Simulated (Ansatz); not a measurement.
Si₁₆HO₃₂ (cell with a defect)

Si₁₆HO₃₂ (cell with a defect), 49 atoms, a = 10.10 Å, b = 10.10 Å, c = 10.10 Å, α = 90.72°, β = 119.58°, γ = 119.58°.

Spin-polarised.

All numbers below come from Ansatz 0.2.0, DFT PBE, scalar-relativistic, plane waves, PAW.

In a PAW calculation such maps are meaningful between the atoms, not at the nuclei.

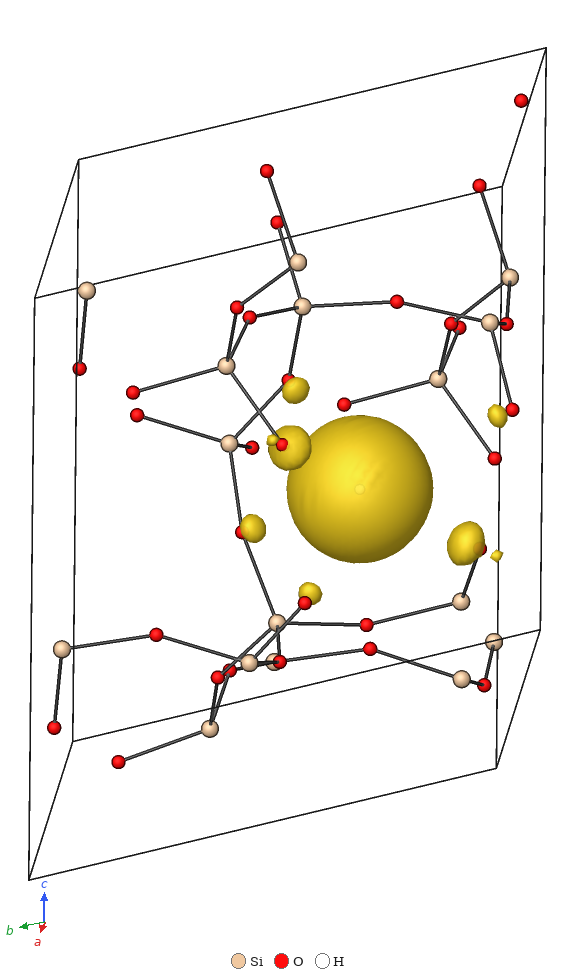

Figure 1. Isosurface of the spin density (up minus down) at +0.02 e/Å³ (yellow), seen at an oblique angle. Sticks mark near contacts.

### Which atoms carry the moments, and with what signs?

The spin density sits on H: +0.8 μB in one cell of 49 atoms: a single local moment. The cell of the calculation (49 atoms) carries 1.0 μB of net spin moment.

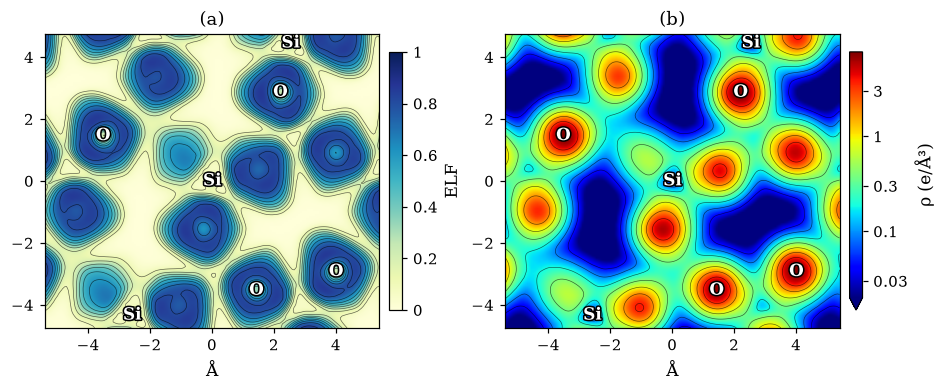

Figure 2. (a) ELF; (b) valence electron density on the (010) plane of the calculation cell.

### Interpret the plot.

- The section cuts through Si and O sites.
- Atoms just off the plane (Si, 0.4 Å away and O, 0.3 Å away) can leave unmarked features too.
- Si–O (1.63 Å): the density is about 1.2 e/Å³ at the midpoint; the ELF peaks at about 0.85 between the atoms; a short, strongly polar bond.
- Between the atoms the lowest density in this plane is 0.005 e/Å³.
- The ELF also peaks beside O, away from the bonds: non-bonding electrons, paired or unpaired.

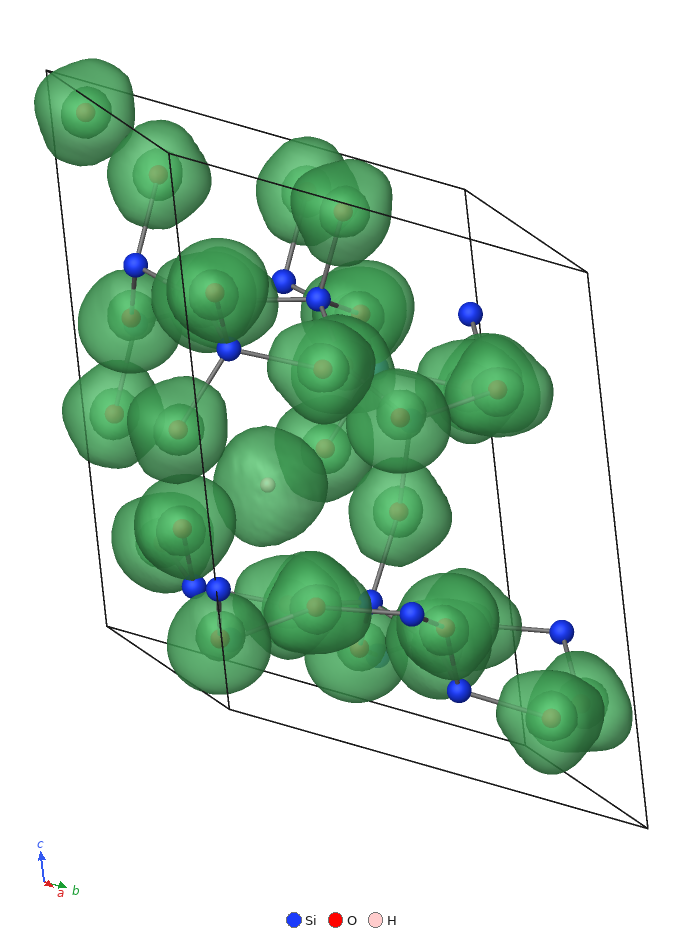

Figure 3. Isosurface of the ELF at 0.75 (green), seen slightly off an axis. Core shells and regions of very low density are left out. Sticks mark near contacts.

### What do the ELF domains correspond to?

At this value the surface marks out one region around a hydrogen nucleus and 32 regions on O in which the atom's valence shell and bonds are merged, counted in one cell of 49 atoms. Any copies at cell faces, edges or corners count once.


Si–O (1.62 Å): the ELF peaks at about 0.85 between the atoms, as expected for a polar covalent bond. O–H (2.57 Å): the ELF climbs to about 1 towards the hydrogen, as it does in any bond to H.

### Does the calculation give a band gap?

It is gapped, with a Kohn–Sham gap of 4.4 eV on the k-point mesh, an upper bound to the gap of this method.
